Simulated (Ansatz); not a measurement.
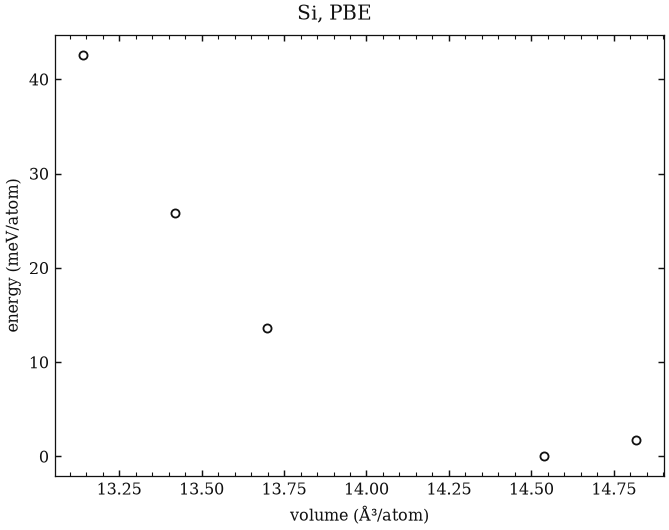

The plot gives the computed energy against volume for Si, space group I4/mmm (No. 139).

Cell as given: a = 2.653 Å, b = 2.653 Å, c = 2.653 Å, α = 104.34°, β = 104.34°, γ = 120.30°; 1 atom.

Computed with Ansatz 0.2.0: all-electron LAPW DFT, no spin polarisation; energies at scaled volumes of the given cell, shape and fractions fixed, counted from the fit's minimum, third-order Birch-Murnaghan fit. Level: PBE.

- k mesh: 13×13×13
- occupations: Fermi–Dirac
- smearing width: 0.05 eV
- potentials: all electron LAPW, scalar relativistic
- program settings: basis error eV/atom 0.0005

The points at volume 13.98 Å³/atom and 14.26 Å³/atom are left out of the plot. What values does the calculation give there?

| volume (Å³/atom) | energy (meV/atom) |
| --- | --- |
| 13.98 | 5.55 |
| 14.26 | 1.18 |

Caveats: shape and atomic fractions are frozen while scaling, which makes layered, chain and framework solids too stiff.
